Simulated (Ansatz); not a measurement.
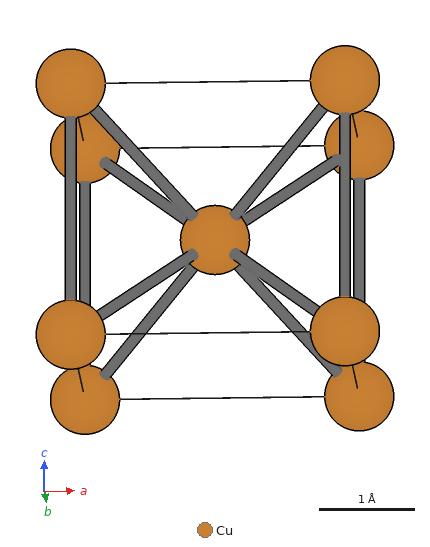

Reference structure: crystalline Cu (set up in I4/mmm). The picture is a ball-and-stick view of the cell of the calculation, seen from a free direction.

These are results of DFT PBEsol, scalar-relativistic, plane waves, PAW in Ansatz 0.2.0, not measurements. Settings: plane-wave cutoff 420 eV; k-point mesh 18 × 18 × 20; occupations gaussian; smearing width 0.1 eV; no spin polarisation.

Change: Strain along c alone, +3.0 %, is applied. Symmetry leaves the atoms no freedom, so this is a single point.

What does the calculation give for the changed structure?

Answer. It costs 5.8 meV per atom. Pressure: 0.0 GPa before, −4.6 GPa after. The principal stresses (compression positive) are −5.0 GPa along c and −4.4 GPa across it. All forces vanish by symmetry. Among the bonded contacts that change: Cu–Cu 2.720 → 2.802 Å, Cu–Cu 2.455 → 2.478 Å. The space group stays I4/mmm (No. 139).

The changed structure in the same view:

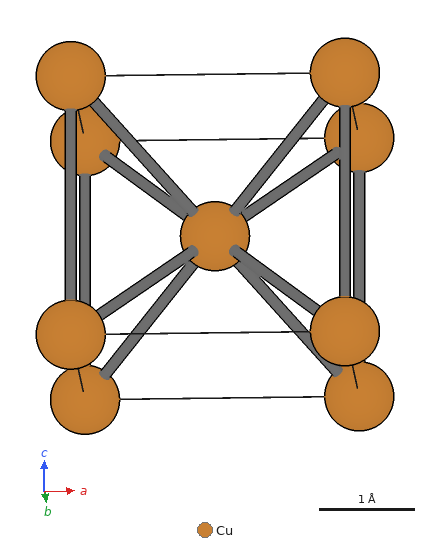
